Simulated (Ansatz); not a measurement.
**A series of single points on Pd**

System: Pd (Fd-3m, 2 atoms in the cell).
Method: DFT, LDA (PW92), plane waves (420 eV) with PAW, scalar-relativistic, spin-polarised (Ansatz 0.2.0).

The 7 runs differ only in the geometry, by an even scaling of the cell at fixed fractional positions.

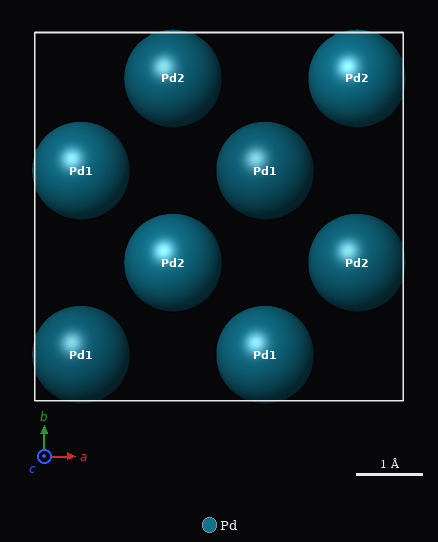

Figure 1. The structure of run 4 (spheres-only view of the cell 4 times as large as that of the calculation, set on its symmetry axes, along the c axis; atoms are numbered from 1 in the order of the input).

**Input of run 4**
```yaml
crystal:
  lattice:
    - [0.0, 2.8089005936, 2.8089005936]
    - [2.8089005936, 0.0, 2.8089005936]
    - [2.8089005936, 2.8089005936, 0.0]
  atoms:
    - { symbol: Pd, position: [0.125, 0.125, 0.125], spin: 0.422 }
    - { symbol: Pd, position: [0.875, 0.875, 0.875], spin: 0.422 }
hamiltonian:
  xc: lda
  pseudopotentials:
    kind: paw
    azcp:
      Pd: "pseudopotentials/Pd.paw.azcp"
basis:
  ecutwfc: 420
  fft_grid_basis: typed
kpoints:
  mp_grid: { grid: [11, 11, 11], shift: [0, 0, 0] }
magnetization:
  spin_polarized: true
scf:
  occupations: { method: fermi_dirac, width: 0.05 }
  lower_state_search: "off"
output:
  stress: true
```

Lattice vectors (Å) and fractional positions of run 4:
```
   0.000000    2.808901    2.808901
   2.808901    0.000000    2.808901
   2.808901    2.808901    0.000000
Pd  0.125000  0.125000  0.125000
Pd  0.875000  0.875000  0.875000
```

Run 2 differs from it as follows:
```diff
-    - [0.0, 2.8089005936, 2.8089005936]
-    - [2.8089005936, 0.0, 2.8089005936]
-    - [2.8089005936, 2.8089005936, 0.0]
+    - [0.0, 2.7319053313, 2.7319053313]
+    - [2.7319053313, 0.0, 2.7319053313]
+    - [2.7319053313, 2.7319053313, 0.0]
```

**Results, with one run withheld**

| run | volume per atom (Å³) | free energy per atom, from the lowest run given (meV) | pressure (GPa) |
| --- | --- | --- | --- |
| 1 | 19.503 | 123.71 | 17.19 |
| 2 | 20.389 | ? | ? |
| 3 | 21.276 | 10.96 | 4.26 |
| 4 | 22.162 | 0.00 | −0.11 |
| 5 | 23.048 | 10.27 | −3.45 |
| 6 | 23.935 | 36.81 | −6.03 |
| 7 | 24.821 | 75.96 | −8.04 |

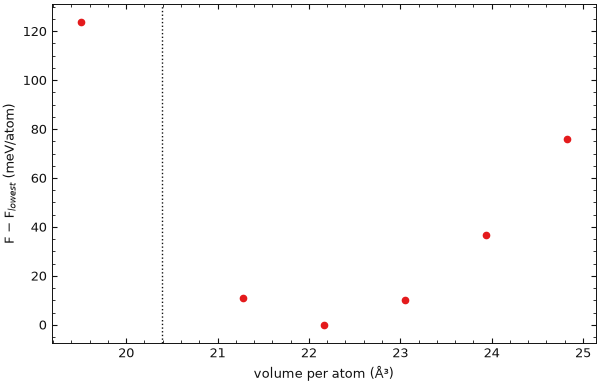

Figure 2. Free energy per atom of the runs given; the dotted line marks run 2.

What should run 2 give?

A cubic polynomial in V^(−2/3) (the Birch–Murnaghan form), fitted to the 6 runs given, misses them by at most 0.04 meV per atom. With x = V^(−2/3) − 0.12607 Å⁻², it reads F = 0.52725 − 1404.6 x + 9.1493e+05 x² + 5.4976e+06 x³ (meV per atom). At run 2 it gives 49.51 meV per atom, and the run itself gives 49.53. The slope of the fit gives a pressure −dF/dV of 9.91 GPa there, and the run prints 9.92 GPa. The fit has its minimum at 22.139 Å³ per atom, where V d²F/dV² gives 96 GPa: the bulk modulus at this level, since symmetry fixes the shape and the positions.

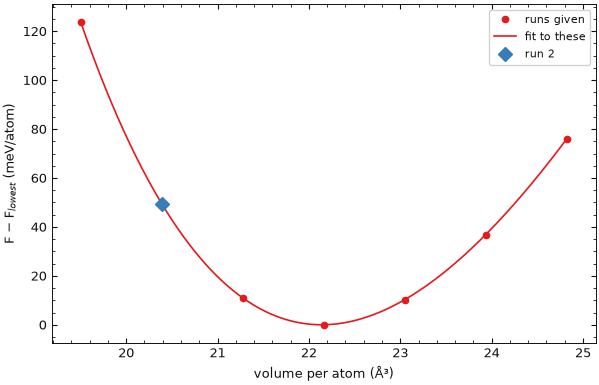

Figure 3. The fit and the withheld run.

**Output, shortened to warnings, some set-up lines, iterations and results (run 2)**
```
Warning: [file] the record states the generating functional pbe (its physics header spells it `PBE`), which answers neither for hamiltonian.xc's functional nor for the lda family's — results may be inconsistent (PPs are generated against a specific XC)
Basis set: ecut = 420 eV, 821 PW (Γ)
Symmetry: 48 space group operations
k-points: 56 of 1331
Initial density: superposition of atomic densities (chi_scale 0.1, normalization cell)
[...]
SCF iter   1: F=—  HF=-13689.051912 eV  |F-HF|=—  |Δ(HF+E_count)|=         —  Δρ=8.43e-2 (↑8.43e-2 ↓7.12e-2)  dr2=1.15e1  dr2_m=2.82e-2  M=0.583 μB ∫|m|=0.587 μB  β_m=0.30  …
SCF iter   2: F=—  HF=-13687.051004 eV  |F-HF|=—  |Δ(HF+E_count)|=    2.00e0  Δρ=4.14e-2 (↑4.14e-2 ↓3.83e-2)  dr2=3.18e0  dr2_m=5.16e-3  M=0.662 μB ∫|m|=0.666 μB  β_m=0.30  …
SCF iter   3: F=—  HF=-13686.318927 eV  |F-HF|=—  |Δ(HF+E_count)|=   7.32e-1  Δρ=1.55e-2 (↑1.31e-2 ↓1.55e-2)  dr2=1.95e-1  dr2_m=9.21e-4  M=0.718 μB ∫|m|=0.724 μB  β_m=1.00  …
SCF iter   4: F=—  HF=-13686.275930 eV  |F-HF|=—  |Δ(HF+E_count)|=   4.30e-2  Δρ=4.32e-3 (↑4.00e-3 ↓4.32e-3)  dr2=3.25e-2  dr2_m=6.53e-5  M=0.729 μB ∫|m|=0.739 μB  β_m=1.00  …
SCF iter   5: F=—  HF=-13686.269447 eV  |F-HF|=—  |Δ(HF+E_count)|=   6.48e-3  Δρ=2.97e-3 (↑2.97e-3 ↓2.89e-3)  dr2=8.71e-3  dr2_m=7.41e-5  M=0.744 μB ∫|m|=0.753 μB  β_m=1.00  …
[... 6 lines ...]
SCF iter  12: F=—  HF=-13686.268842 eV  |F-HF|=—  |Δ(HF+E_count)|=   1.16e-5  Δρ=8.58e-5 (↑8.58e-5 ↓8.56e-5)  dr2=1.95e-8  dr2_m=2.73e-6  M=0.803 μB ∫|m|=0.813 μB  β_m=0.89  …
SCF iter  13: F=-13686.268845 eV  HF=-13686.268845 eV  |F-HF|=3.00e-8  |Δ(HF+E_count)|=   3.30e-6  Δρ=8.13e-6 (↑6.42e-6 ↓8.13e-6)  dr2=2.26e-8  dr2_m=1.33e-8  M=0.812 μB …
SCF iter  14: F=-13686.268845 eV  HF=-13686.268845 eV  |F-HF|=1.87e-9  |Δ(HF+E_count)|=   3.87e-8  Δρ=2.92e-6 (↑2.92e-6 ↓2.68e-6)  dr2=1.39e-9  dr2_m=2.61e-9  M=0.811 μB …
SCF iter  15: F=-13686.268845 eV  HF=-13686.268845 eV  |F-HF|=2.91e-11  |Δ(HF+E_count)|=   3.86e-9  Δρ=3.47e-7 (↑3.25e-7 ↓3.47e-7)  dr2=1.24e-10  dr2_m=2.13e-11  M=0.811 μB …
SCF 1 converged in 15 iterations: F = -13686.268845 eV  dr2 = 1.24e-10
SCF converged after 15 iterations
Magnetization: 0.8113 μB (18.4057 up, 17.5943 down)
Absolute magnetization: 0.8214 μB (∫|ρ↑−ρ↓|, with the PAW one-centre terms)
Spin contamination: 0.0022 ħ² per cell (⟨S²⟩ above its minimum at these occupations)
Per-site moments (μB) at R_I (Å): [(0.3823303456814166, 0.9759335097764759), (0.3823303456814164, 0.9759335097764759)]
Free energy (F): -13686.268845 eV
Harris-Foulkes:  -13686.268845 eV  (|F-HF|=2.91e-11)
Internal energy: -13686.231849 eV  (E = F + TS)
E sigma→0 (E₀):  -13686.250347 eV
Entropy (-TS):   -0.036997 eV (-18.498 meV/atom)
Fermi energy:    12.833006 eV
--- Per-component energies (eV) ---
  E_band       = -534.384711
  E_kinetic    = 1031.050934
  E_local      = -5044.451093  (includes V_loc(G=0)·N_el)
  E_nonlocal   = 447.071809
  E_hartree    = 2059.852163
  E_xc         = -334.219528
  E_vxc        = -421.156049  (∫ρ·V_xc dr)
  E_paw        = -7247.173069  (= ΣΔE_a)
  E_vpaw       = -666.604686  (= ΣTr[D̂ρ^β])
  E_aug_tail   = 0.000413  (compensation charges beyond the density's cutoff)
  E_ewald      = -4599.724945
  E_core_change = 1.361468  (= ΣΔE_core)
  E_smearing   = -0.036997  (= −TS)
  E_closure    = 0.000000  (closes the sum)
  Σ components = -13686.268845   (vs F -13686.268845, Δ=0.00e0)
--- Stress (GPa, compression-positive) ---
        9.922337       0.000000       0.000000
       -0.000000       9.922337       0.000000
       -0.000000      -0.000000       9.922337
  P = ⅓ Tr σ = 9.9223 GPa (99.223 kbar)
```

Warnings of the run: the PAW datasets were made with another functional.
